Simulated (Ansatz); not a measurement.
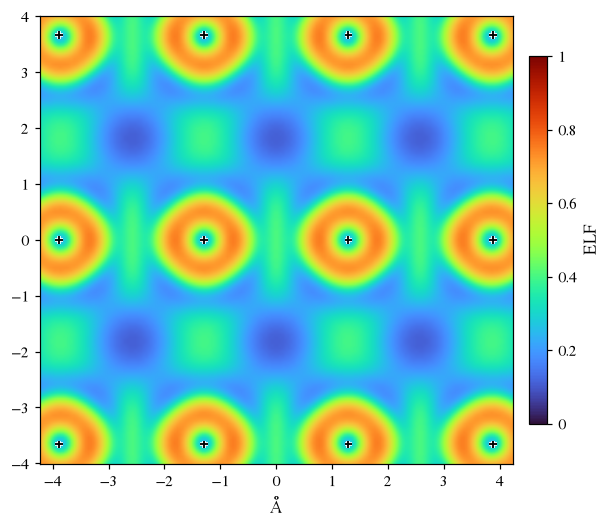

The ELF on a plane through atoms (crosses mark nuclei in the plane).

Theory: Ansatz, DFT, PBEsol, plane waves (420 eV) with PAW, scalar-relativistic.

Candidates:
A. Cu, a = 2.62 Å, b = 2.62 Å, c = 4.28 Å, α = 90.00°, β = 90.00°, γ = 120.00°. Space group P6₃/mmc; set up as Cu, hcp; a generated structure, not necessarily the stable one; changed on purpose from its base cell (volume × 1.12); computed pressure about −14 GPa in this cell; computed without spin polarisation.
B. Bi, a = 5.39 Å, b = 5.39 Å, c = 3.18 Å, α = 90.00°, β = 90.00°, γ = 120.00°. Space group P6/mmm; set up as Bi, omega (AlB2-type); a generated structure, not necessarily the stable one; changed on purpose from its base cell (volume × 0.88); computed pressure about 10 GPa in this cell; computed without spin polarisation.
C. Re, a = 2.59 Å, b = 2.59 Å, c = 2.59 Å, α = 90.00°, β = 90.00°, γ = 90.00°. Space group Pm-3m; set up as Re, simple cubic; a generated structure, not necessarily the stable one; changed on purpose from its base cell (volume × 1.04); computed pressure about −11 GPa in this cell; computed without spin polarisation.

Which system is this?

Candidate C: Re on the (101) plane of the conventional cell, which holds Re. Re–Re (2.59 Å): the ELF is about 0.40 at the midpoint.
